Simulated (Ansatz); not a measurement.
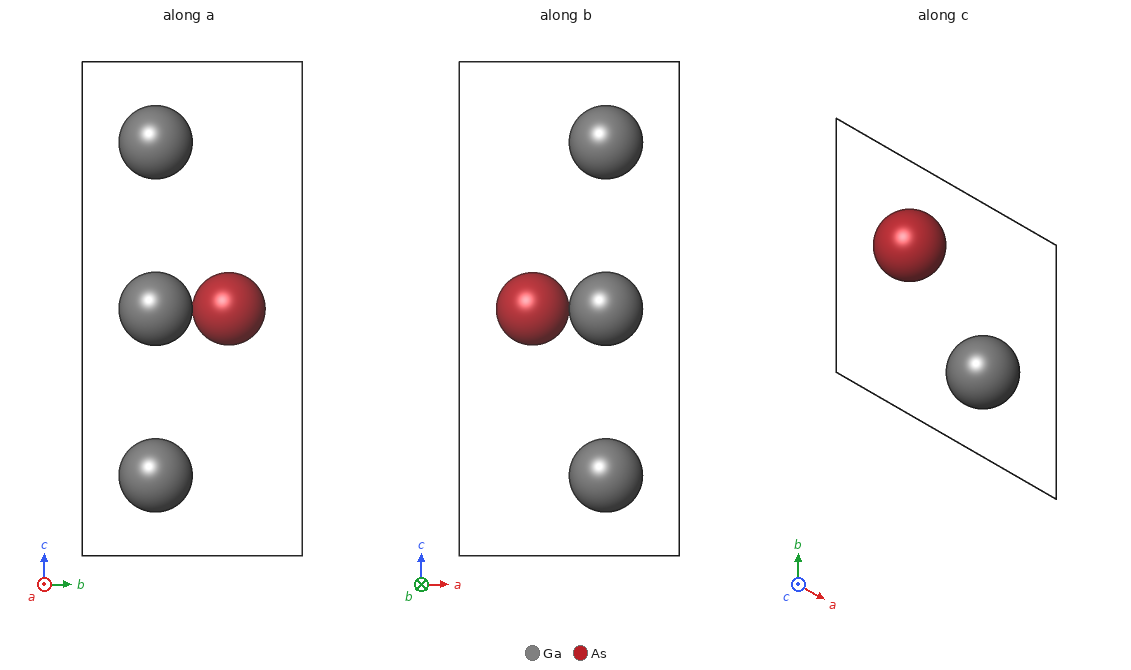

Figure: spheres-only view along the a axis, along the b axis and along the c axis. The conventional unit cell is drawn as a box.

Lattice parameters: a = 4.1379 Å, b = 4.1379 Å, c = 8.0516 Å, α = 90.000°, β = 90.000°, γ = 120.000°.

Write down what is shown as a CIF in P1 with every atom of the cell, with free fractional coordinates to two decimals.

Answer.
```cif
data_structure
_symmetry_space_group_name_H-M 'P 1'
_symmetry_Int_Tables_number 1
_cell_length_a 4.1379
_cell_length_b 4.1379
_cell_length_c 8.0516
_cell_angle_alpha 90.000
_cell_angle_beta 90.000
_cell_angle_gamma 120.000
_cell_volume 119.39
loop_
_atom_site_label
_atom_site_type_symbol
_atom_site_fract_x
_atom_site_fract_y
_atom_site_fract_z
_atom_site_occupancy
Ga1 Ga 0.6667 0.3333 0.16 1
Ga2 Ga 0.6667 0.3333 0.84 1
Ga3 Ga 0.6667 0.3333 0.50 1
As1 As 0.3333 0.6667 0.50 1
```

The initial geometry was a random cell made by a generator, so it need not be a real form of the compound. The geometry is the end of a relaxation with DFT PBE, scalar-relativistic, plane waves, PAW (Ansatz).
